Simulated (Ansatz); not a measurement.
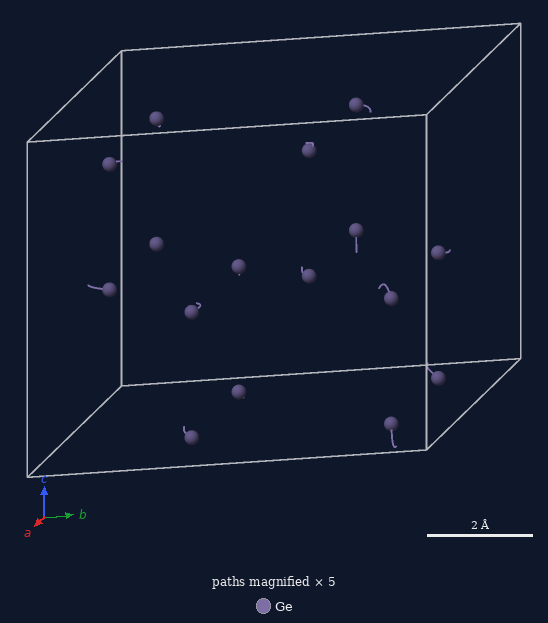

First-principles dynamics of a 16-atom cell of Ge (built on the lonsdaleite (2H) type), 45 fs long. Lines trace each atom's path, in the colour of its element; spheres stand at the starting positions. The excursions are magnified 5 times. Seen slightly off an axis in the simulation cell.

Method: DFT, PBEsol, plane waves, PAW (Ansatz 0.2.0). Set-up: plane-wave cutoff 420 eV; k-point mesh 3 × 3 × 2; Fermi-Dirac smearing 0.02 eV; constant energy (NVE); velocities drawn for 200 K; time step 1.5 fs.

**Describe the motion.**

Root-mean-square distances from the starting positions over the second half, with the common drift of all atoms taken out: Ge 0.06 Å. The run lasts only 45 fs, too short to tell vibration from diffusion.

The run took 6.9 min on 4 threads of Arm Neoverse N1, on a shared host, peak memory 1.5 GiB.
